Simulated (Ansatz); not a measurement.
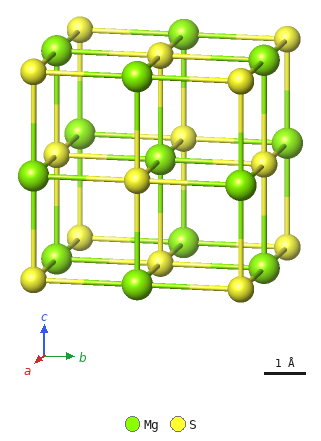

Phonons of solid MgS (a generated structure), space group Fm-3m (No. 225), at the zone centre. The picture is a ball-and-stick view of the conventional cell (4 times the calculation's cell), seen slightly off an axis. Lengths and directions refer to the drawn axes.

Computed with Ansatz, DFT PBE, scalar-relativistic, plane waves, PAW. Set-up: plane-wave cutoff 420 eV; k-point mesh 8 × 8 × 8; occupations fixed; no spin polarisation.

Frequencies are those without the non-analytic (LO–TO) term.

Give the spectrum at this point.

Answer. The calculation's cell holds 2 atoms, so there are 3 optical modes, in 1 level. The optical modes span T₁u. No level is unstable.

```json
{"level": "1", "symmetry": "T₁u", "frequency (cm⁻¹)": "224", "activity": "infrared-active"}
```

The modes drawn as arrows (one member of each degenerate set):

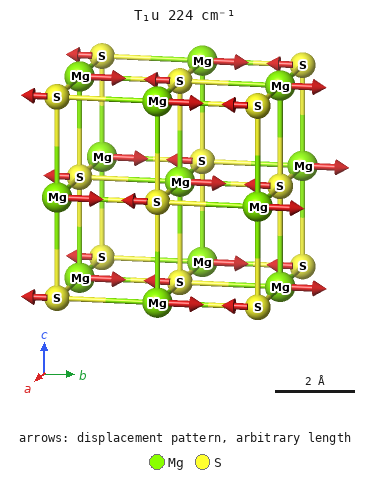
